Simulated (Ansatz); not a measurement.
Input

```
crystal:
  lattice:
    - [2.8319727881, 0.0, 0.0]
    - [0.0, 7.9316622551, 0.0]
    - [0.0, 0.0, 19.9268841387]
  atoms:
    - { symbol: Ti, position: [0.0, 0.5, 0.2007338414] }
    - { symbol: Ti, position: [0.5, 0.1666666667, 0.2007338414] }
    - { symbol: Ti, position: [0.5, 0.8333333333, 0.2007338414] }
    - { symbol: Ti, position: [0.0, 0.0, 0.312211047] }
    - { symbol: Ti, position: [0.5, 0.668492884, 0.3108725343] }
    - { symbol: Ti, position: [0.5, 0.331507116, 0.3108725343] }
    - { symbol: Ti, position: [0.0, 0.5, 0.4177589349] }
    - { symbol: Ti, position: [0.5, 0.1666364345, 0.422890206] }
    - { symbol: Ti, position: [0.5, 0.8333635655, 0.422890206] }
    - { symbol: Si, position: [0.75, 0.4166364345, 0.538304429] }
basis:
  ecutwfc: 420
kpoints:
  mp_grid: { grid: [9, 4, 1] }
hamiltonian:
  xc: pbe
  pseudopotentials: { kind: paw, azcp: { folder: soft_1 } }
scf:
  occupations: { method: gaussian, width: 0.1 }
output:
  forces: true
  eigenvalues: true
  write_density: true
  write_potential: true
  elf: true
  volumetric_format: npy
relax:
  adjacent_minimum: "off"
  f_tol: 0.025
  max_steps: 16
  constraints: [{ sites: [0, 1, 2, 3, 4, 5, 6, 7, 8] }, { sites: [9], fix: xy }]
efield:
  axis: 3
  dipole_correction: true
  ramp_width: 0.04
```

Command:

```sh
ansatz run input.yaml --threads 4 --pin off --max-ram 12288MiB --backend cpu --events-out ev --progress --plain --runs-dir out
```

The fields are those of the run's last geometry, not of the input's.

A point of a scan over the structure, not its minimum; not relaxed (largest force 1.0 eV/Å); computed without spin polarisation; PAW files of the earlier set (soft_1).

Computed with DFT PBE, scalar-relativistic, plane waves, PAW in Ansatz 0.2.0.

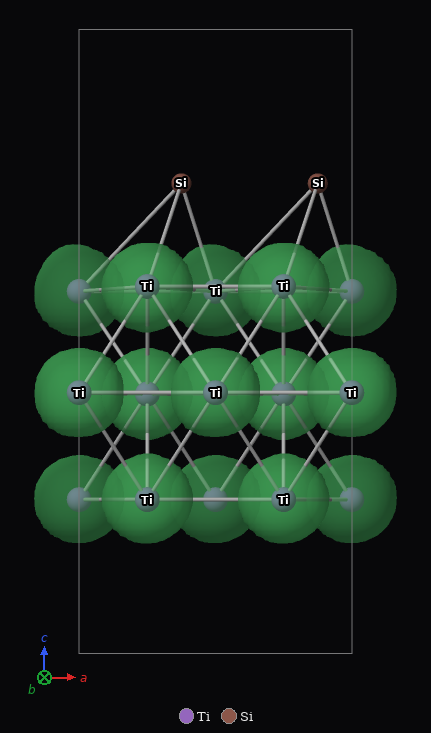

Ti₉Si (slab). Isosurface of the valence pseudo-density at 0.5 e/Å³ (green), seen along the b axis. Sticks mark near contacts.

Q: How is the density connected at this value?

A: At this value the density breaks into separate islands; it holds about 70 % of the electrons treated as valence (semicore included). It bridges none of the near contacts. It is pinched off along the sampled Ti–Si (2.44 Å), Ti–Ti (2.55 Å), Ti–Ti (2.64 Å) and Ti–Ti (2.83 Å) contacts. On the grid the lowest density along these lines, outside the cores, is 0.4 e/Å³ (Ti–Si, 2.44 Å), 0.26 e/Å³ (Ti–Ti, 2.55 Å), 0.23 e/Å³ (Ti–Ti, 2.64 Å) and 0.2 e/Å³ (Ti–Ti, 2.83 Å).

Q: Metal or insulator at this level of theory?

A: It is metallic or semimetallic at this level of theory: no gap opens.
